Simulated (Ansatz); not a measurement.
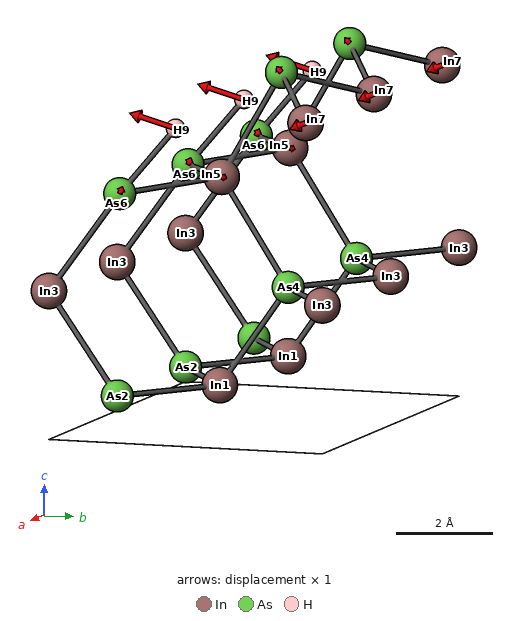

A constrained relaxation of a slab of composition In4As4H (cut from the F-43m phase). The starting structure is drawn; red arrows show the displacements, at their true length.

The picture is a ball-and-stick view of the 2 × 1 repeat of the cell, outlined in the plane, without the vacuum, seen slightly off an axis.

Case: H put at a hollow As-As-In site. The slab is the (1 1 0) face of InAs with H on it. 4 atoms are held fixed.

Theory: DFT PBEsol, scalar-relativistic, plane waves, PAW in Ansatz 0.2.0. Set-up: plane-wave cutoff 420 eV; k-point mesh 7 × 5 × 1; occupations gaussian; smearing width 0.1 eV; no spin polarisation; dipole correction; atoms relaxed in a fixed cell; force threshold 0.03 eV/Å; at most 70 steps.

What happened in the run?

Answer. The atom that moves furthest is the H atom (1.09 Å at 75° to the normal (+c side)). Largest moves by element: H 1.09 Å, In 0.41 Å, As 0.19 Å. The cell stays as it was. Some distances before and after: As–H 1.909 → 1.561 Å, As–In 2.663 → 2.844 Å, As–In 2.593 → 2.762 Å, As–In 2.711 → 2.619 Å. Among the angles between lasting bonds that change: In–As–H 175.7° → 148.9°, In–As–H 89.4° → 64.6°, In–As–H 65.8° → 88.9°. The energy falls by 0.549 eV per cell of the calculation in 12 accepted moves (13 points after the start). Largest force component: 0.89 eV/Å at the start, 0.0078 eV/Å at the end. The line search rejected the trial step at point 2 of the run. The run took 7 min on 2 threads of Intel(R) Xeon(R) Platinum 8488C (Sapphire Rapids), with other jobs on the host, peak memory 1.2 GiB.

Limits of the set-up: the periodic images lie only 4.3 Å apart, so the values are limited by the cell's size.
